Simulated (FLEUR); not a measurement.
# Magnetic state of free-standing square V monolayer, spacing 3.002 A from several starts, part 2 of 3

Aim: find out whether free-standing square V monolayer, spacing 3.002 A carries moments, and which collinear order costs least.

FLEUR MaX-R8.1; PBEsol; all-electron FLAPW film, Dirac cores, scalar-relativistic bands.

So far, largest spin moment in the muffin-tin sphere (μB): step 2 (start 1: ferro +) 2.95.

### Step 3. Run 2 (antiferro q=(0,1/2,0) +-)

An opposed order shows whether neighbours prefer unlike signs.

The cell is doubled to 2 atoms to hold this order. The mesh is halved along the doubled vector, so that both cells sample the same points. The k list default-1 (kpts.xml, not shown) is a Γ-centred 10×5×1 mesh.

inp.xml reads:

```
<?xml version="1.0" encoding="UTF-8" standalone="no"?>
<fleurInput fleurInputVersion="0.39">
   <comment>
      V
   </comment>
   <calculationSetup>
      <cutoffs Kmax="3.6" Gmax="10.8" GmaxXC="10.8" numbands="0"/>
      <scfLoop itmax="120" minDistance="0.00002" maxIterBroyd="15" imix="Anderson" alpha="0.03" precondParam="0.0" spinf="2.0" sdNocoIR="T"/>
      <coreElectrons ctail="T" frcor="F" kcrel="0" coretail_lmax="0"/>
      <xcFunctional name="PBEs" relativisticCorrections="F"/>
      <magnetism jspins="2"/>
      <soc l_soc="F" theta="0.0" phi="0.0" spav="F"/>
      <expertModes spex="0" secvar="F"/>
      <geometryOptimization l_f="F" forcealpha="1.0" forcemix="BFGS" epsdisp="0.00001" epsforce="0.00001"/>
      <ldaU l_linMix="F" mixParam="0.05" spinf="1.0"/>
   </calculationSetup>
   <cell>
      <bzIntegration valenceElectrons="26.0" mode="hist" fermiSmearingEnergy="0.00293995">
         <kPointListSelection listName="default-1"/>
         <xi:include xmlns:xi="http://www.w3.org/2001/XInclude" href="kpts.xml"> </xi:include>
      </bzIntegration>
      <xi:include xmlns:xi="http://www.w3.org/2001/XInclude" href="sym.xml"> </xi:include>
      <filmLattice scale="1.0" dVac="6.18" dTilda="8.68">
         <bravaisMatrixFilm>
            <row-1>    5.6729578260491991     0.0000000000000000</row-1>
            <row-2>    0.0000000000000000    11.3459156520983981</row-2>
         </bravaisMatrixFilm>
         <vacuumEnergyParameters vacuum="1" spinUp="-.25" spinDown="-.25"/>
      </filmLattice>
   </cell>
   <atomSpecies>
      <species name="Vanadium (1.500" element="V" atomicNumber="23">
         <mtSphere radius="2.69" gridPoints="889" logIncrement="0.014"/>
         <atomicCutoffs lmax="10" lnonsphr="8"/>
         <electronConfig flipSpins="F">
            <coreConfig>(1s1/2) (2s1/2) (2p1/2) (2p3/2)</coreConfig>
            <valenceConfig>(3s1/2) (3p1/2) (3p3/2) (4s1/2) (3d3/2) (3d5/2)</valenceConfig>
            <stateOccupation state="(3d3/2)" spinUp="0.6" spinDown="0.6"/>
            <stateOccupation state="(3d5/2)" spinUp="1.65" spinDown="0.15"/>
         </electronConfig>
         <energyParameters s="4" p="4" d="3" f="4"/>
         <lo type="SCLO" l="0" n="3" eDeriv="0"/>
         <lo type="SCLO" l="1" n="3" eDeriv="0"/>
      </species>
      <species name="Vanadium (-1.500" element="V" atomicNumber="23">
         <mtSphere radius="2.69" gridPoints="889" logIncrement="0.014"/>
         <atomicCutoffs lmax="10" lnonsphr="8"/>
         <electronConfig flipSpins="F">
            <coreConfig>(1s1/2) (2s1/2) (2p1/2) (2p3/2)</coreConfig>
            <valenceConfig>(3s1/2) (3p1/2) (3p3/2) (4s1/2) (3d3/2) (3d5/2)</valenceConfig>
            <stateOccupation state="(3d3/2)" spinUp="0.6" spinDown="0.6"/>
            <stateOccupation state="(3d5/2)" spinUp="0.15" spinDown="1.65"/>
         </electronConfig>
         <energyParameters s="4" p="4" d="3" f="4"/>
         <lo type="SCLO" l="0" n="3" eDeriv="0"/>
         <lo type="SCLO" l="1" n="3" eDeriv="0"/>
      </species>
   </atomSpecies>
   <atomGroups>
      <atomGroup species="Vanadium (1.500">
         <filmPos label="                   1">.0000000000 .0000000000 .0000000000</filmPos>
         <force calculate="T" relaxXYZ="TTT"/>
      </atomGroup>
      <atomGroup species="Vanadium (-1.500">
         <filmPos label="                   2">.0000000000 1.000/2.000 .0000000000</filmPos>
         <force calculate="T" relaxXYZ="TTT"/>
      </atomGroup>
   </atomGroups>
   <output dos="F" band="F" slice="F">
      <bandDOS minEnergy="-.5*Htr" maxEnergy="0.5*Htr" sigma="0.015" storeEVData="T"/>
      <plotting iplot="0" polar="F">
         <plot TwoD="T" vec1="  1.0  0.0  0.0" vec2="  0.0  1.0  0.0" vec3="  0.0  0.0  1.0" zero="  0.0  0.0 -0.5" file="plot"/>
      </plotting>
      <moessbauerParams electricFieldGradient="F" isomerShift="F" coreHyperfine="F" valenceHyperfine="F"/>
   </output>
</fleurInput>
```

crystal.txt reads:

```
V
&input film=T cartesian=F /
3.00200000000  0.00000000000  0.00000000000
0.00000000000  6.00400000000  0.00000000000
0.00000000000  0.00000000000  1.00000000000
1.8897261246
1.0 1.0 1.0

2
23 0.00000000000  0.00000000000  0.00000000000 : 1.500
23 0.00000000000  0.50000000000  0.00000000000 : -1.500

&kpt div1=10 div2=5 div3=1 gamma=T /
```

Run with:

```console
$ OMP_NUM_THREADS=1 inpgen -f crystal.txt > inpgen.log  # inp.xml is then edited as shown
$ OMP_NUM_THREADS=1 mpirun -n 2 fleur_MPI > fleur.log
```

The program printed:

```text
[banner, memory and clock lines left out]
Welcome to FLEUR        (www.flapw.de)
      MaX-Release 8.1          (www.max-centre.eu)

 ========== k-point set info ==========
 Selected k-point list: default-1
 k-point list type: mesh
 10 x 5 x 1
 Number of k points: 18

 ------------Calculation Setup---------------------------
 Number of PE/node        :            2
 Number of OMP-threads    :            1
 k-points in parallel     :            2
 pe's per k-point         :            1
 No of k-point loops      :            9
 Eigenvalue solver        :       lapack
 Number of basis functions:          458
 Approximate size of matrices (H+S) per k-point:         0.003 GB
 Iteration:     1   Distance:      14.16067805 me/bohr^3
 Iteration:     2   Distance:      13.95277208 me/bohr^3
 Iteration:     3   Distance:      10.90710701 me/bohr^3
 Iteration:     4   Distance:       8.45701687 me/bohr^3
 Iteration:     5   Distance:       8.07155746 me/bohr^3
 Iteration:     6   Distance:       6.84179757 me/bohr^3
 Iteration:     7   Distance:       2.94062683 me/bohr^3
 Iteration:     8   Distance:       2.12263650 me/bohr^3
 Iteration:     9   Distance:       2.16268187 me/bohr^3
 Iteration:    10   Distance:       0.87537830 me/bohr^3
[... 11 iterations left out ...]
 Iteration:    22   Distance:       0.00345831 me/bohr^3
 Iteration:    23   Distance:       0.00145801 me/bohr^3
 Iteration:    24   Distance:       0.00143460 me/bohr^3
 Iteration:    25   Distance:       0.00020714 me/bohr^3
 Iteration:    26   Distance:       0.00057574 me/bohr^3
 Iteration:    27   Distance:       0.00016232 me/bohr^3
 Iteration:    28   Distance:       0.00003685 me/bohr^3
 Iteration:    29   Distance:       0.00002472 me/bohr^3
 Iteration:    30   Distance:       0.00002350 me/bohr^3
 Iteration:    31   Distance:       0.00001138 me/bohr^3

 ********************************************************************
 Run finished successfully
 Stop message:
   all done
 ********************************************************************

--- out.xml (last complete iteration) ---
<iteration numberForCurrentRun="   31" overallNumber="   31">
         [... left out ...]
         <bandgap value="0.0452394581" units="eV"/>
         <sumValenceSingleParticleEnergies value="-30.0030955439" units="Htr"/>
         <FermiEnergy value="-0.1549103915" units="Htr"/>
         <valenceDensity>
            <mtCharges spin="1">
               <mtCharge atomType="1" total="7.3718116" s="1.2376607" p="3.0769994" d="3.0534690" f="0.0027843"/>
               <mtCharge atomType="2" total="4.3292829" s="1.1366228" p="3.0465608" d="0.1427246" f="0.0025369"/>
            </mtCharges>
            <mtCharges spin="2">
               <mtCharge atomType="1" total="4.3292829" s="1.1366228" p="3.0465608" d="0.1427246" f="0.0025369"/>
               <mtCharge atomType="2" total="7.3718116" s="1.2376607" p="3.0769994" d="3.0534690" f="0.0027843"/>
            </mtCharges>
            <spinDependentCharge spin="1" total="13.0000001" interstitial="1.1051024" mtSpheres="11.7010946" vacuum1="0.0969016"/>
            <spinDependentCharge spin="2" total="13.0000001" interstitial="1.1051024" mtSpheres="11.7010945" vacuum1="0.0969016"/>
            <totalCharge value="26.0000001883"/>
         </valenceDensity>
         [... left out ...]
         <magneticMomentsInMTSpheres units="muBohr">
            <globalMagMoment atomType="1" vec="0.00000   0.00000   3.04253"/>
            <localMagMoment atomType="1" vec="0.00000   0.00000   3.04253"/>
            <globalMagMoment atomType="2" vec="0.00000   0.00000  -3.04253"/>
            <localMagMoment atomType="2" vec="0.00000   0.00000  -3.04253"/>
         </magneticMomentsInMTSpheres>
         [... left out ...]
         <totalEnergy value="    -1896.3924624694" units="Htr">
            <sumOfEigenvalues value="    -1125.6778741194">
               <coreElectrons value="-1095.6747785755"/>
               <valenceElectrons value="-30.0030955439"/>
            </sumOfEigenvalues>
            <densityCoulombPotentialIntegral value="-2925.5413655699"/>
            <densityEffectivePotentialIntegral value="-3041.5794226471"/>
            <chargeDenXCDenIntegral value="-88.6846302396"/>
            <FockExchangeEnergyValence value="0.0000000000"/>
            <FockExchangeEnergyCore value="0.0000000000"/>
         [... left out ...]
            <tkbTimesEntropy value="0.0053657657"/>
            <freeEnergy value="-1896.3978282351"/>
            <extrapolationTo0K value="-1896.3951453522"/>
         </totalEnergy>
         <densityConvergence units="me/bohr^3">
            <chargeDensity spin="1" distance="0.0000073186"/>
            <chargeDensity spin="2" distance="0.0000073069"/>
            <overallChargeDensity distance="0.0000091824"/>
            <spinDensity distance="0.0000113838"/>
         </densityConvergence>
      </iteration>
```

Elapsed: 3.6 min, on 2 MPI ranks of Intel Xeon at 2.10GHz (Emerald Rapids), shared host; peak memory 0.29 GiB; 4.4 min of CPU time.

Spin moment in the muffin-tin sphere by atom:

```
atom  spin moment in the muffin-tin sphere (μB)
  V1                                       3.04
  V2                                      -3.04
```

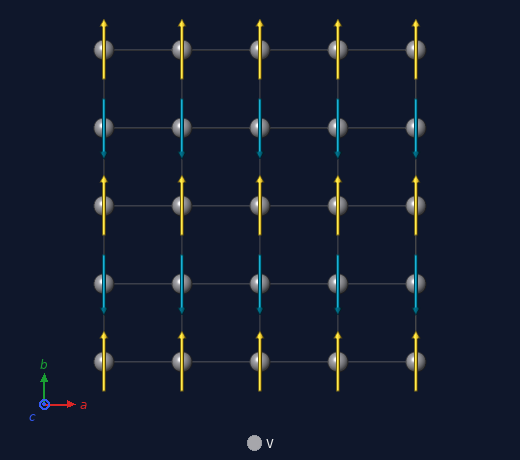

Spin moment in the muffin-tin sphere as arrows, the longest 3.04 μB. Up and down stand for the sign. Arrows give size and sign along the axis of quantisation, drawn up and down the page. The two directions have two colours. 4×2×1 cells are drawn. Some periodic images of atoms are drawn too.

Numbers from this step:

| Property | Result |
| --- | --- |
| free energy | -51603.6138 eV |
| program's band gap on this mesh (in a metal only a level spacing) | 0.04524 eV |
| magnetization | 0 μB |
| final state | antiferromagnetic |

It lies 101 meV a seeded atom under the first start, and its largest moment is 3.04 μB against 2.95 μB.

### Step 4. Start 3: antiferro q=(1/2,1/2,0) +-

Another pattern of signs weighs the neighbour shells otherwise.

The cell is doubled to 2 atoms to hold this order. The mesh is halved along the doubled vector, so that both cells sample the same points. The k list default-1 (kpts.xml, not shown) is a Γ-centred 5×10×1 mesh.

inp.xml, as its differences from that of step 3:

```diff
@@ -24,4 +24,4 @@
          <bravaisMatrixFilm>
-            <row-1>    5.6729578260491991     0.0000000000000000</row-1>
-            <row-2>    0.0000000000000000    11.3459156520983981</row-2>
+            <row-1>   11.3459156520983981     0.0000000000000000</row-1>
+            <row-2>    5.6729578260491991     5.6729578260491991</row-2>
          </bravaisMatrixFilm>
@@ -64,3 +64,3 @@
       <atomGroup species="Vanadium (-1.500">
-         <filmPos label="                   2">.0000000000 1.000/2.000 .0000000000</filmPos>
+         <filmPos label="                   2">1.000/2.000 .0000000000 .0000000000</filmPos>
          <force calculate="T" relaxXYZ="TTT"/>
```

crystal.txt reads:

```
V
&input film=T cartesian=F /
6.00400000000  0.00000000000  0.00000000000
3.00200000000  3.00200000000  0.00000000000
0.00000000000  0.00000000000  1.00000000000
1.8897261246
1.0 1.0 1.0

2
23 0.00000000000  0.00000000000  0.00000000000 : 1.500
23 0.50000000000  0.00000000000  0.00000000000 : -1.500

&kpt div1=5 div2=10 div3=1 gamma=T /
```

The program printed:

```text
[banner, memory and clock lines left out]
Welcome to FLEUR        (www.flapw.de)
      MaX-Release 8.1          (www.max-centre.eu)

 ========== k-point set info ==========
 Selected k-point list: default-1
 k-point list type: mesh
 5 x 10 x 1
 Number of k points: 18

 [... set-up left out ...]
 Iteration:     1   Distance:      15.30032998 me/bohr^3
 Iteration:     2   Distance:      14.71980464 me/bohr^3
 Iteration:     3   Distance:       7.52758970 me/bohr^3
 Iteration:     4   Distance:       8.76717339 me/bohr^3
 Iteration:     5   Distance:       7.64957090 me/bohr^3
[...]
<sumOfEigenvalues value="    -1125.2420056873">
               <coreElectrons value="-1095.5023229791"/>
               <valenceElectrons value="-29.7396827082"/>
            </sumOfEigenvalues>
         [... left out ...]
            <freeEnergy value="-1896.3877228107"/>
            <extrapolationTo0K value="-1896.3842197010"/>
         </totalEnergy>
         <densityConvergence units="me/bohr^3">
            <chargeDensity spin="1" distance="0.0000120499"/>
            <chargeDensity spin="2" distance="0.0000084436"/>
            <overallChargeDensity distance="0.0000152402"/>
            <spinDensity distance="0.0000141678"/>
         </densityConvergence>
      </iteration>
```

Elapsed: 4.6 min, on 2 MPI ranks; peak memory 0.29 GiB; 5.7 min of CPU time.

Spin moment in the muffin-tin sphere by atom:

```
atom  spin moment in the muffin-tin sphere (μB)
  V1                                       2.75
  V2                                      -2.75
```

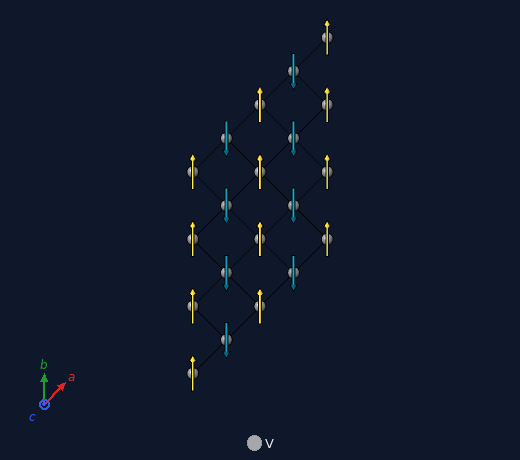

Spin moment in the muffin-tin sphere as arrows, the longest 2.75 μB. Up and down stand for the sign. Arrows give size and sign along the axis of quantisation, drawn up and down the page. The two directions have two colours. 2×3×1 cells are drawn. Some periodic images of atoms are drawn too.

This step gave:

```yaml
free_energy: -51603.3388 eV
program_s_band_gap_on_this_mesh_in_a_metal_only_a_level_spacing: 0.04175 eV
magnetization: 0 μB
final_state: antiferromagnetic
```

It lies 36.9 meV a seeded atom over the first start, and its largest moment is 2.75 μB against 2.95 μB.

(Part 2 of 3 ends here.)

[Logs and program files are shortened in this print: banners, set-up blocks, solver, clock and traceback lines can be left out without a mark of their own.]

[Logs are printed without paths, hosts, clocks, repeated set-up lines and the standing remarks that a program may print on its own settings, such as how far it seeks lower states.]

[Hosts, paths, dates, database ids (printed as entryN), source tags and the programs' standing remarks are cut or masked in the printed files.]

[Where a cell is said to come from a database of computed structures, the database is the Materials Project.]
